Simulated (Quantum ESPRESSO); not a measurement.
CuO: projected density-of-states run (part 3 of 3)

CuO (P-6m2, 2 atoms in the cell); Kohn-Sham DFT of a periodic cell, LDA, DFT+U, SSSP 1.3 efficiency PBE, no spin polarisation (Quantum ESPRESSO 7.5); cutoff 748.31 eV, 11×11×10 k-mesh, fermi-dirac of 0.05 eV. The structure was built on a prototype by a generator; it need not be a known phase.

Geometry of the input (Å; fractional positions):
```
2.8363  0.0000  0.0000
-1.4182  2.4563  0.0000
0.0000  0.0000  2.7681
Cu 0.0000  0.0000  0.0000
O  0.6667  0.3333  0.5000
```

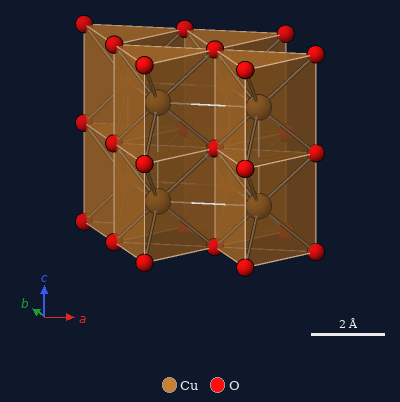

The input geometry (polyhedral view of the cell of the calculation, seen slightly off an axis; polyhedra are completed across the faces of the cell).

**The program's output, continued**
```
    -8.1925   2.9924   4.4506   5.2766   5.9361   6.8258   7.1343   8.2390
     8.7664  16.1165  18.6299  24.2266  24.6939  26.7527  32.9507  36.6555
    38.4536  41.8229

          k = 0.0909 0.4724 0.3074 (   890 PWs)   bands (ev):

    -8.0248   3.1965   4.0942   4.9902   6.1321   6.8855   7.0599   8.1477
     9.0689  15.9263  18.9583  23.2180  24.4850  25.6589  33.0713  36.2725
    40.9742  42.8610

          k = 0.0909 0.4724 0.4099 (   900 PWs)   bands (ev):

    -7.8833   3.1880   3.8870   4.8864   6.2753   6.9155   7.1762   7.8675
     9.4911  15.3588  19.7855  22.0328  24.3824  24.9351  33.4965  36.0289
    42.2325  43.0888

          k = 0.0909 0.4724-0.5123 (   904 PWs)   bands (ev):

    -7.8274   3.1231   3.8395   4.8777   6.3256   6.9414   7.3454   7.6545
     9.6566  15.0908  20.6245  21.0704  24.3583  24.6653  33.7340  35.9757
    42.0558  43.8008

          k = 0.0909 0.5774 0.0000 (   890 PWs)   bands (ev):

    -8.2662   2.4696   4.9886   5.2416   6.3016   6.7696   7.1850   7.3327
     9.4870  15.9417  18.3439  23.9154  27.1321  27.6763  33.4675  34.3344
    39.1078  40.2513

          k = 0.0909 0.5774 0.1025 (   895 PWs)   bands (ev):

    -8.2211   2.5668   4.7633   5.4267   5.9810   6.8484   7.2121   7.6158
     9.2460  16.2864  18.0958  23.9921  26.3137  27.2987  33.4676  35.2622
    38.6239  40.5680

          k = 0.0909 0.5774 0.2049 (   891 PWs)   bands (ev):

    -8.1012   2.8035   4.4540   5.2493   5.9769   6.8913   7.0936   8.2243
     8.8197  16.7327  17.7514  24.0997  24.9601  26.3146  33.0577  37.1674
    38.6263  42.0604

          k = 0.0909 0.5774 0.3074 (   893 PWs)   bands (ev):

    -7.9474   3.0453   4.1099   4.9374   6.2462   6.8731   7.0704   8.2447
     9.0390  15.9884  18.4881  23.4070  24.2775  25.3875  33.0816  36.7132
    41.7677  43.0662

          k = 0.0909 0.5774 0.4099 (   891 PWs)   bands (ev):

    -7.8164   3.1738   3.7872   4.8279   6.4424   6.8988   7.2175   7.9199
     9.5066  15.1316  19.4772  22.0747  24.1475  24.8590  33.4585  36.4503
    42.2254  44.5625

          k = 0.0909 0.5774-0.5123 (   892 PWs)   bands (ev):

    -7.7643   3.1979   3.6600   4.8127   6.5071   6.9440   7.4359   7.6437
     9.6917  14.7825  20.2218  21.1757  24.1151  24.6641  33.6943  36.3803
    41.9381  45.5393

          k = 0.1818 0.3149 0.0000 (   890 PWs)   bands (ev):

    -8.6898   3.3624   5.2773   5.2953   5.7730   6.7928   7.1939   7.8942
     9.0108  14.3023  20.7200  23.9574  27.3013  27.6621  33.3223  35.2758
    35.6814  41.8796

          k = 0.1818 0.3149 0.1025 (   900 PWs)   bands (ev):

    -8.6297   3.4703   4.9291   5.3104   5.8622   6.6594   7.3669   7.9695
     8.8195  14.6067  20.7432  24.0794  25.4176  29.2440  31.7566  35.7415
    37.3610  40.7496

          k = 0.1818 0.3149 0.2049 (   900 PWs)   bands (ev):

    -8.4681   3.7529   4.2867   5.2306   5.8827   6.6480   7.5463   7.8496
     8.7850  15.2118  20.8185  23.4729  24.4631  28.8801  31.4113  36.9016
    38.2465  40.3149

          k = 0.1818 0.3149 0.3074 (   897 PWs)   bands (ev):

    -8.2585   3.5780   4.0960   5.0981   5.9300   6.7230   7.4326   7.7129
     9.1103  15.6780  20.8920  22.1441  24.8296  27.0319  32.7895  36.8214
    37.8116  41.6074

          k = 0.1818 0.3149 0.4099 (   899 PWs)   bands (ev):

    -8.0809   3.0351   4.2840   5.1289   5.9526   6.7766   7.2695   7.6980
     9.4074  15.8587  20.6941  21.7406  25.0992  25.6628  34.0496  36.0195
    37.7178  42.6572

          k = 0.1818 0.3149-0.5123 (   896 PWs)   bands (ev):

    -8.0112   2.8314   4.3110   5.2154   5.9340   6.7988   7.2485   7.6636
     9.5227  15.8812  20.5243  21.7798  25.1092  25.2250  34.5924  35.6411
    37.8071  42.5210

          k = 0.1818 0.4199 0.0000 (   887 PWs)   bands (ev):

    -8.4072   2.9771   5.0939   5.1052   6.0772   6.7176   7.0030   7.5098
     9.3688  15.5151  19.6934  22.9500  27.3542  28.6732  32.9286  33.9351
    36.3120  41.7821

          k = 0.1818 0.4199 0.1025 (   897 PWs)   bands (ev):

    -8.3566   3.0861   4.7830   5.1746   6.0245   6.6560   7.2287   7.6238
     9.1473  15.7301  19.6502  23.0441  25.9193  29.1900  31.7124  35.7241
    37.3062  40.8355

          k = 0.1818 0.4199 0.2049 (   896 PWs)   bands (ev):

    -8.2213   3.3545   4.3232   5.0082   5.9688   6.7981   7.3301   7.9041
     8.8375  16.0501  19.5705  23.1737  24.3811  27.6517  32.5268  37.1437
    39.0683  40.4927

          k = 0.1818 0.4199 0.3074 (   894 PWs)   bands (ev):

    -8.0478   3.5353   3.8957   4.8760   6.0250   6.9189   7.3468   7.8353
     9.0548  16.0067  19.5883  22.5591  24.1265  25.9901  33.7982  36.9079
    39.4652  42.7087

          k = 0.1818 0.4199 0.4099 (   892 PWs)   bands (ev):

    -7.9017   3.2720   3.8204   5.0056   6.0769   6.9405   7.3911   7.6514
     9.4445  15.6670  19.7619  21.7271  24.4028  24.9951  34.8476  36.2715
    39.6959  43.3787

          k = 0.1818 0.4199-0.5123 (   898 PWs)   bands (ev):

    -7.8444   3.1209   3.8025   5.1266   6.0827   6.9479   7.4757   7.5119
     9.6117  15.4787  19.9131  21.3221  24.6077  24.6160  35.2428  36.0246
    39.9891  42.8135

          k = 0.1818 0.5249 0.0000 (   907 PWs)   bands (ev):

    -8.2316   2.7668   4.9051   5.0177   6.3323   6.6704   6.9219   7.2404
     9.5677  16.6498  18.7116  22.3338  27.4931  29.2778  32.9000  33.1505
    36.6788  40.4981

          k = 0.1818 0.5249 0.1025 (   895 PWs)   bands (ev):

    -8.1876   2.8702   4.6832   5.0530   6.0970   6.7802   7.1791   7.3404
     9.3452  16.8330  18.5715  22.4693  26.4214  28.5068  32.6963  35.0588
    37.5600  40.2839

          k = 0.1818 0.5249 0.2049 (   893 PWs)   bands (ev):

    -8.0701   3.1084   4.3894   4.8045   6.0569   6.9006   7.1662   7.9340
     8.9249  16.8908  18.4180  22.8571  24.7553  26.8359  33.4728  37.1460
    38.8992  41.0225

          k = 0.1818 0.5249 0.3074 (   892 PWs)   bands (ev):

    -7.9185   3.2827   4.0039   4.7118   6.1572   6.9490   7.2037   8.1585
     8.9627  16.2479  18.6118  23.0395  23.6508  25.5388  34.4098  36.7580
    41.1239  43.0575

          k = 0.1818 0.5249 0.4099 (   892 PWs)   bands (ev):

    -7.7891   3.2876   3.6335   4.9260   6.2372   6.9253   7.3295   7.9458
     9.4364  15.4717  18.8178  22.0480  24.0539  24.8557  35.2098  36.1407
    42.3667  43.4895

          k = 0.1818 0.5249-0.5123 (   896 PWs)   bands (ev):

    -7.7376   3.2518   3.5015   5.0593   6.2629   6.9285   7.4012   7.8213
     9.6521  15.1379  18.8941  21.6249  24.3001  24.6130  35.4870  35.9624
    42.9961  43.2600

          k = 0.2727 0.4724 0.0000 (   894 PWs)   bands (ev):

    -8.2204   3.0020   4.6263   5.0378   6.3598   6.6196   6.8067   7.2082
     9.6018  16.9228  19.2620  21.3731  27.7270  30.3389  32.2676  32.6879
    35.5904  40.6552

          k = 0.2727 0.4724 0.1025 (   905 PWs)   bands (ev):

    -8.1767   3.1202   4.4868   4.9188   6.1934   6.7007   7.1383   7.2609
     9.3855  16.9956  19.1926  21.5421  26.4581  29.2944  31.9694  35.3561
    36.4887  40.5725

          k = 0.2727 0.4724 0.2049 (   888 PWs)   bands (ev):

    -8.0595   3.3921   4.2096   4.6107   6.1000   6.9094   7.1778   7.8173
     8.9606  16.9146  18.9877  22.0879  24.6954  27.1420  33.3258  37.5758
    39.1351  40.3252

          k = 0.2727 0.4724 0.3074 (   887 PWs)   bands (ev):

    -7.9082   3.5187   3.8457   4.5938   6.1224   7.0099   7.2078   8.1378
     8.9244  16.4041  18.6704  22.6624  23.5895  25.6481  34.4298  38.6818
    39.2069  43.2198

          k = 0.2727 0.4724 0.4099 (   894 PWs)   bands (ev):

    -7.7789   3.3945   3.5181   4.9737   6.1594   6.9609   7.2586   8.0222
     9.3997  15.7537  18.3366  22.1455  24.0153  24.8643  34.9853  38.5016
    39.7109  44.1359

          k = 0.2727 0.4724-0.5123 (   892 PWs)   bands (ev):

    -7.7275   3.2735   3.4429   5.1904   6.1679   6.9232   7.2627   7.9677
     9.6327  15.4572  18.1840  21.8612  24.3668  24.5836  35.0545  38.4366
    40.2117  43.6479

          k = 0.2727 0.5774 0.0000 (   908 PWs)   bands (ev):

    -8.1502   3.0894   4.3491   5.0176   6.5197   6.5791   6.7515   7.0436
     9.6866  18.0195  18.7556  20.5840  27.9900  31.2911  31.5576  32.9678
    34.3577  40.4948

          k = 0.2727 0.5774 0.1025 (   899 PWs)   bands (ev):

    -8.1093   3.2165   4.2429   4.8545   6.2553   6.8084   7.0387   7.1166
     9.4745  17.9647  18.6804  20.8580  26.7684  28.9611  32.9582  34.8166
    35.6797  40.5068

          k = 0.2727 0.5774 0.2049 (   885 PWs)   bands (ev):

    -7.9990   3.4790   4.1171   4.4274   6.1751   6.9519   7.0581   7.8231
     9.0172  17.5304  18.4783  21.7066  24.8377  26.9343  33.8276  37.4341
    38.7373  40.6887

          k = 0.2727 0.5774 0.3074 (   884 PWs)   bands (ev):

    -7.8552   3.4692   3.9136   4.4383   6.1851   7.0000   7.1183   8.4206
     8.7766  16.7218  18.0849  22.8158  23.3348  25.6023  34.5691  38.7303
    40.6901  41.9309

          k = 0.2727 0.5774 0.4099 (   888 PWs)   bands (ev):

    -7.7312   3.3417   3.5003   4.9597   6.2103   6.9388   7.1739   8.2581
     9.3559  15.9140  17.6243  22.3120  23.8931  24.9004  34.8741  38.8621
    42.0069  42.6907

          k = 0.2727 0.5774-0.5123 (   888 PWs)   bands (ev):

    -7.6818   3.3137   3.3192   5.2135   6.2205   6.8892   7.1812   8.1827
     9.6361  15.5640  17.4117  22.0143  24.2897  24.6776  34.8691  38.9479
    42.6325  43.5431

     the Fermi energy is     9.1058 ev

!    total energy              =    -248.56982839 Ry
     total all-electron energy =     -3454.296487 Ry
     estimated scf accuracy    <          6.2E-12 Ry
     smearing contrib. (-TS)   =      -0.00149578 Ry
     internal energy E=F+TS    =    -248.56833262 Ry

     The total energy is F=E-TS. E is the sum of the following terms:
     one-electron contribution =     -34.13926407 Ry
     hartree contribution      =      37.86848227 Ry
     xc contribution           =     -51.20173076 Ry
     ewald contribution        =    -107.07307456 Ry
     Hubbard energy            =       0.06464001 Ry
     one-center paw contrib.   =     -94.08738551 Ry

     convergence has been achieved in  11 iterations

     Forces acting on atoms (cartesian axes, Ry/au):

     atom    1 type  1   force =     0.00000000    0.00000000    0.00000000
     atom    2 type  2   force =     0.00000000    0.00000000    0.00000000

     Total force =     0.000000     Total SCF correction =     0.000000

     Computing stress (Cartesian axis) and pressure

          total   stress  (Ry/bohr**3)                   (kbar)     P=     -131.85
  -0.00060181   0.00000000   0.00000000          -88.53        0.00        0.00
   0.00000000  -0.00060181   0.00000000            0.00      -88.53        0.00
   0.00000000   0.00000000  -0.00148522            0.00        0.00     -218.48

=------------------------------------------------------------------------------=
   JOB DONE.
=------------------------------------------------------------------------------=
```

**File pp_density.out**
```
This program is part of the open-source Quantum ESPRESSO suite
     for quantum simulation of materials; please cite
         "P. Giannozzi et al., J. Phys.:Condens. Matter 21 395502 (2009);
         "P. Giannozzi et al., J. Phys.:Condens. Matter 29 465901 (2017);
         "P. Giannozzi et al., J. Chem. Phys. 152 154105 (2020);
          URL
     in publications or presentations arising from this work. More details at

     ./tmp/pwscf.save/
     file Cu.paw.z_11.ld1.psl.v1.0.0-low.upf: wavefunction(s)  4S 3D renormalized
     file O.pbe-n-kjpaw_psl.0.1.UPF: wavefunction(s)  2P renormalized

     IMPORTANT: XC functional enforced from input :
     Exchange-correlation= PZ
                           (   1   1   0   0   0   0   0)
     Any further DFT definition will be discarded
     Please, verify this is what you really want

     G-vector sticks info
     --------------------
     sticks:   dense  smooth     PW     G-vecs:    dense   smooth      PW
     Sum         859     433    139                20213     7165    1279

     Using Slab Decomposition

     Calling punch_plot, plot_num =   0
     Writing data to file  density.dat
     Reading data from file  density.dat

     Writing data to be plotted to file density.cube
     Plot Type: 3D                     Output format: Gaussian cube

=------------------------------------------------------------------------------=
   JOB DONE.
=------------------------------------------------------------------------------=
```

**File pp_potential.out**
```
This program is part of the open-source Quantum ESPRESSO suite
     for quantum simulation of materials; please cite
         "P. Giannozzi et al., J. Phys.:Condens. Matter 21 395502 (2009);
         "P. Giannozzi et al., J. Phys.:Condens. Matter 29 465901 (2017);
         "P. Giannozzi et al., J. Chem. Phys. 152 154105 (2020);
          URL
     in publications or presentations arising from this work. More details at

     ./tmp/pwscf.save/
     file Cu.paw.z_11.ld1.psl.v1.0.0-low.upf: wavefunction(s)  4S 3D renormalized
     file O.pbe-n-kjpaw_psl.0.1.UPF: wavefunction(s)  2P renormalized

     IMPORTANT: XC functional enforced from input :
     Exchange-correlation= PZ
                           (   1   1   0   0   0   0   0)
     Any further DFT definition will be discarded
     Please, verify this is what you really want

     G-vector sticks info
     --------------------
     sticks:   dense  smooth     PW     G-vecs:    dense   smooth      PW
     Sum         859     433    139                20213     7165    1279

     Using Slab Decomposition

     Calling punch_plot, plot_num =  11
     Writing data to file  potential.dat
     Reading data from file  potential.dat

     Writing data to be plotted to file potential.cube
     Plot Type: 3D                     Output format: Gaussian cube

=------------------------------------------------------------------------------=
   JOB DONE.
=------------------------------------------------------------------------------=
```

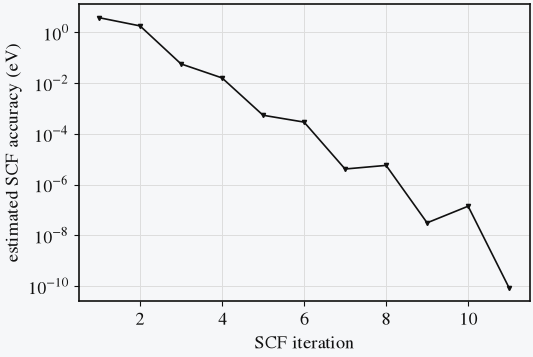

Convergence of the self-consistent field: estimated SCF accuracy against the iteration. The field takes 11 iterations in all.

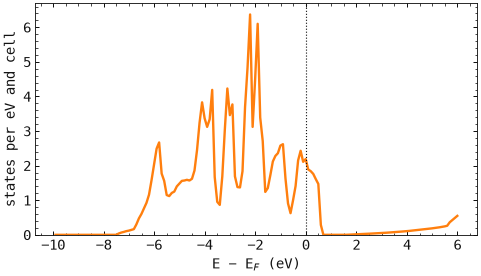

Density of states from the levels on the mesh of the run, whose fine structure reflects that mesh, with energies from the Fermi level of the run. At the top of the window the curve may fall because the computed bands end.

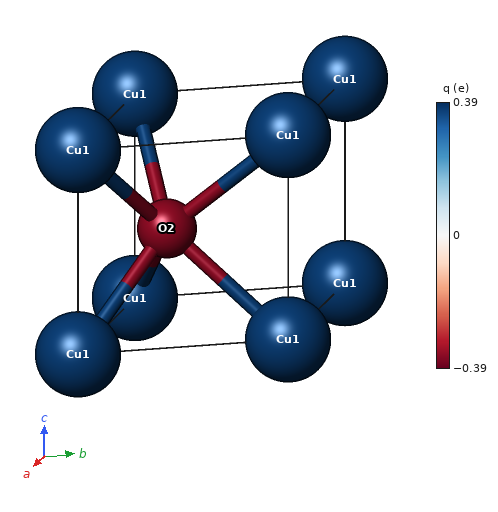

Löwdin charges, as the colour of each atom (ball-and-stick view of the cell of the calculation, seen slightly off an axis; atoms are numbered from 1 in the order of the input). By element: Cu +0.37 and O −0.35 e.
